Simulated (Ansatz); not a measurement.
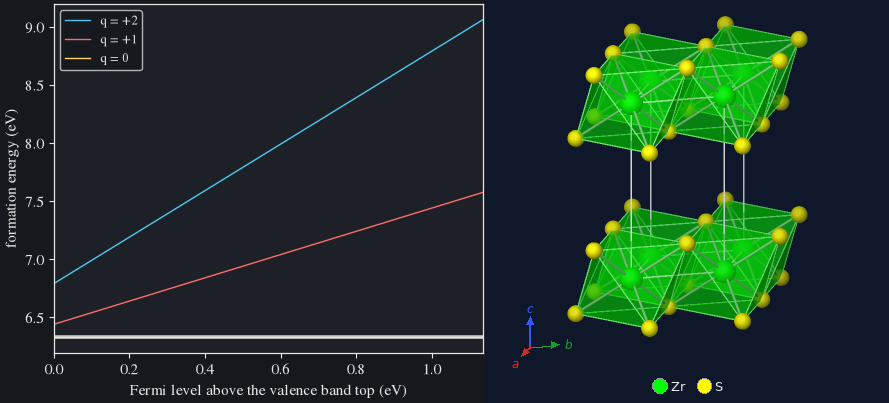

The figure shows the formation energy of each charge state against the Fermi level for substitution (removed Zr, added S) in ZrS₂. The thick line follows the lowest charge state; the axis spans the host's computed gap. The cell is drawn beside the plot.

Starting cell:
```
CELL_PARAMETERS angstrom
3.68520 0.00000 0.00000
-1.84260 3.19150 0.00000
0.00000 0.00000 6.75790
ATOMIC_POSITIONS crystal
Zr 0.00000 0.00000 0.00000
S 0.66667 0.33333 0.78570
S 0.33333 0.66667 0.21430
```

How it was computed, with Ansatz 0.2.0: charge states of a point defect in a periodic supercell, each relaxed, energies over the elements' standard states with the Fermi level at the host's valence band top, point-charge and potential alignment terms added, no band filling term, levels over that top; plane waves with PAW datasets; energies extrapolated to zero smearing. Level: PBE, allowed.

```csv
setting,value
host atoms in supercell,36
wave cutoff,420 eV
k mesh,2×2×2
occupations,Gaussian
smearing width,0.01 eV
k shift,"(0.5, 0.5, 0.5) (mesh steps)"
start displacement,0.05 Å
defect kind,substitution
removed element,Zr
added element,S
defect place,"(0, 0, 0) (fraction of the host cell vector)"
host gap,1.135 eV
static dielectric xx yy zz,"(53.02, 53.02, 3.73)"
```

**Where do the charge transition levels lie?**

Charge 0 is the lowest at every Fermi level in the gap, so no transition level lies inside it.

**Which charge is stable in p-type, intrinsic and n-type conditions?**

The lowest state is 0 at the valence band top, 0 at mid-gap and 0 at the conduction band bottom, 1.14 eV higher.

Keep in mind: a crossing between the sampled k points may be missed; bands overlap; charged cell in a neutralising background; coarse k mesh; narrow smearing for a metal; no spin polarisation, a magnetic state may lie lower; random start near the defect, other minima possible; small supercell; starting moments lost.

The computed values:

```
charge  formation energy with the Fermi level at the valence band top (eV)
    +2                                                                6.79
    +1                                                                6.44
     0                                                                6.33
```
